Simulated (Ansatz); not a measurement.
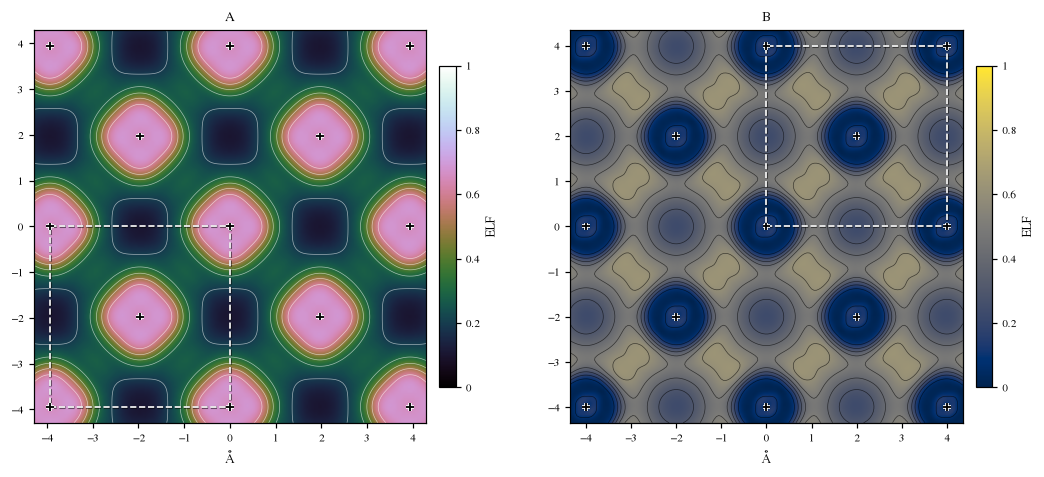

The electron localisation function of 2 systems, each on a plane through atoms (crosses mark nuclei in the plane).

Computed with DFT r2SCAN, scalar-relativistic, plane waves, PAW (Ansatz 0.2.0).

System 1: Pt, the (010) plane of the conventional cell. Space group Fm-3m.

```
Pt
1.0
     3.94022    0.00000    0.00000
     0.00000    3.94022    0.00000
     0.00000    0.00000    3.94022
Pt
4
Direct
  0.00000 0.50000 0.50000
  0.50000 0.00000 0.50000
  0.50000 0.50000 0.00000
  0.00000 0.00000 0.00000
```

System 2: Al, the (001) plane of the conventional cell. Space group Fm-3m; computed without spin polarisation.

```
CELL_PARAMETERS angstrom
3.99200 0.00000 0.00000
0.00000 3.99200 0.00000
0.00000 0.00000 3.99200
ATOMIC_POSITIONS crystal
Al 0.00000 0.00000 0.00000
Al 0.50000 0.50000 0.00000
Al 0.50000 0.00000 0.50000
Al 0.00000 0.50000 0.50000
```

Q: Match each panel to its system.

A: Panel A is system 1, Pt: the plane holds Pt. Pt–Pt (2.79 Å): the ELF is about 0.30 at the midpoint (no shared electron pair shows on this line). Panel B is system 2, Al: the plane holds Al. Al–Al (2.82 Å): the ELF peaks at about 0.65 between the atoms.
